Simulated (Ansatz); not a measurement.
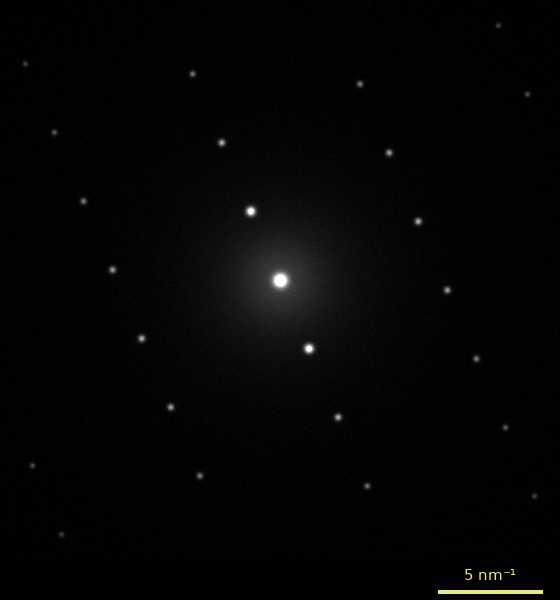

Simulated selected-area electron diffraction pattern (200 kV, kinematic approximation, thin crystal, B = 1 Å² for all atoms).

Phase: Al, space group P6/mmm (No. 191), a = 2.763 Å, c = 2.781 Å (hexagonal axes). Structure: the end point of a relaxation with DFT PBEsol, scalar-relativistic, plane waves, PAW in Ansatz; the starting structure was generated, so it need not be a known form of this composition.

| atom | site | symmetry | x | y | z |
| --- | --- | --- | --- | --- | --- |
| Al | 1a | 6/mmm | 0.0000 | 0.0000 | 0.0000 |

**Determine the zone axis from the geometry of the pattern.**

The spots form a rectangular net whose two shortest vectors correspond to d = 2.78 Å and 1.38 Å, 90.0° apart. They index as 0 0 1 and 1 -2 0, so the zone axis is [210] (or an equivalent direction of <210>).

**List the strongest reflections.**

Strongest reflections with d > 0.80 Å, one of each family (|F|² from tabulated Gaussian fits of the electron scattering factors, times a small damping for the curvature of the Ewald sphere):

| hkl | d (Å) | I (strongest = 100) |
| --- | --- | --- |
| 0 0 1 | 2.781 | 100 |
| 0 0 2 | 1.390 | 14 |
| 1 -2 0 | 1.381 | 14 |
| 1 -2 1 | 1.237 | 10 |
| 1 -2 2 | 0.980 | 4 |
| 0 0 3 | 0.927 | 3 |
